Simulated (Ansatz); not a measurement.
Consider GaAs.

Input

```
crystal:
  lattice:
    - [-1.88077396, 1.88077396, 3.02585088]
    - [1.88077396, -1.88077396, 3.02585088]
    - [1.88077396, 1.88077396, -3.02585088]
  atoms:
    - { symbol: Ga, position: [0.0, 0.0, 0.0] }
    - { symbol: As, position: [0.5, 0.5, 0.0] }
basis:
  ecutwfc: 420
kpoints:
  mp_grid: { grid: [20, 20, 20] }
hamiltonian:
  xc: pbe
scf:
  occupations: { method: gaussian, width: 0.1 }
output:
  forces: true
  stress: true
  eigenvalues: true
  write_density: true
  write_potential: true
  elf: true
  volumetric_format: npy
relax:
  adjacent_minimum: "off"
  f_tol: 0.01
  max_steps: 80
  cell: { stress_tol: 0.05 }
```

Run with:

```sh
ansatz run input.yaml --threads 1 --pin off --max-ram 2048MiB --backend cpu --events-out ev --progress --plain --runs-dir out
```

Below, planes, directions and counts refer to the conventional cell (a = 5.39 Å, b = 5.39 Å, c = 5.39 Å, α = 90.00°, β = 90.00°, γ = 90.00°).

The fields are those of the relaxed geometry.

Space group Fm-3m; a structure generated by program, which may or may not match a known phase.

Theory: DFT PBE, scalar-relativistic, plane waves, PAW (Ansatz).

Q: Predict the valence pseudo-density and electron localisation function between the atoms.

A: Ga–As (2.70 Å): ρ at the midpoint is about 0.31 e/Å³; the ELF is about 0.60 at the midpoint.

Q: Metal or insulator at this level of theory?

A: It is gapless in this calculation (a metal or semimetal).

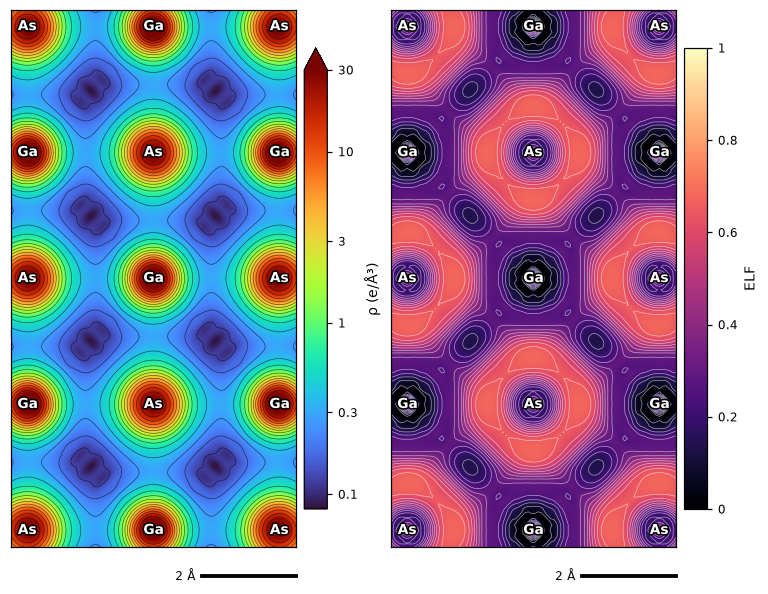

Computed valence pseudo-density and electron localisation function on the (100) plane of the conventional cell, in this order. 

Core electrons are frozen (PAW), and the valence fields are smoothed inside the atomic spheres.
